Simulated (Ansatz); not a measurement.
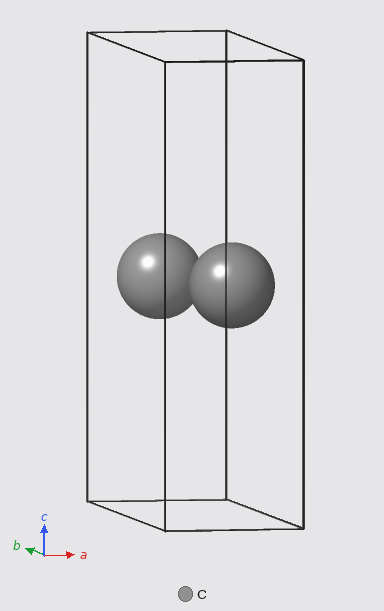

An orthographic space-filling view of the structure, from the side at a slight tilt. Thin lines show the simulation cell, with boundary atoms drawn in all their periodic places.

C, a = 2.46 Å, b = 2.60 Å, c = 8.52 Å, α = 90.00°, β = 90.00°, γ = 118.24°.

Method used: Ansatz 0.2.0, DFT r2SCAN, scalar-relativistic, plane waves, PAW. It ran with E_cut = 500 eV, k-grid 24×24×6, Gaussian smearing of 0.15 eV, no spin polarisation.

Does it come out as a metal, or with a gap?

A semiconductor at this level, with a gap of 0.64 eV on the k-mesh (the true edges may lie between mesh points, so the gap can be somewhat smaller).

It goes back to a structure listed in the Materials Project. The cell was then strained or its atoms displaced on purpose. It was run through Ansatz as a DFT input.

At this level of theory the run's own cell isn't at rest (stretched, at -10 GPa), so its distances can differ from those at equilibrium, the more so the softer the solid.
